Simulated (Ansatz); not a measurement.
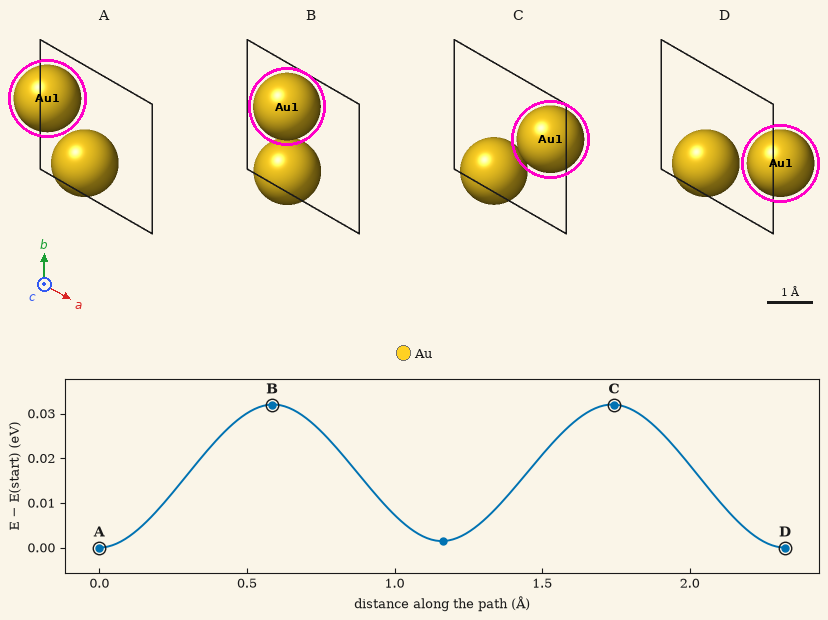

NEB run on a 2-atom cell of Au (set up in P6_3/mmc). Images are numbered from 0 (start) to 4 (end). Frames A to D are images 0, 1, 3, 4. A spheres-only model of the simulation cell (origin moved), seen along the c axis. The moving atom is ringed, with any periodic copies.

Method: DFT, PBE, all-electron LAPW, scalar-relativistic (Ansatz). Run with plane-wave cutoff 345 eV; k-point mesh 9 × 9 × 5; Fermi-Dirac smearing 0.05 eV; 3 movable images; climbing image.

Question: What happens along the path, and what is the barrier?

Answer: The path has more than one stage, and so few images may leave a stage unresolved. An Au atom travels furthest, 2.90 Å from end to end, along +a, on a path that bends up to 0.38 Å away from the straight line. At the highest image its nearest neighbour (Au) is 2.84 Å away, against 2.90 Å at the start, and the surrounding atoms stand up to 0.21 Å off the mean of their end positions. The two ends have the same energy, and the highest point, image 1, lies 0.032 eV above the start. The profile has 2 maxima (images 1, 3) with a dip at image 2 (0.001 eV), so the process runs in steps. The band converged in 5 iterations. The largest component of the band force went from 1 to 0.045 eV/Å. The climbing image converged on the top of the path. Its curvatures weren't checked.

The run took 54 min on 4 threads of Arm Neoverse N1, with other jobs on the host, peak memory 3 GiB.
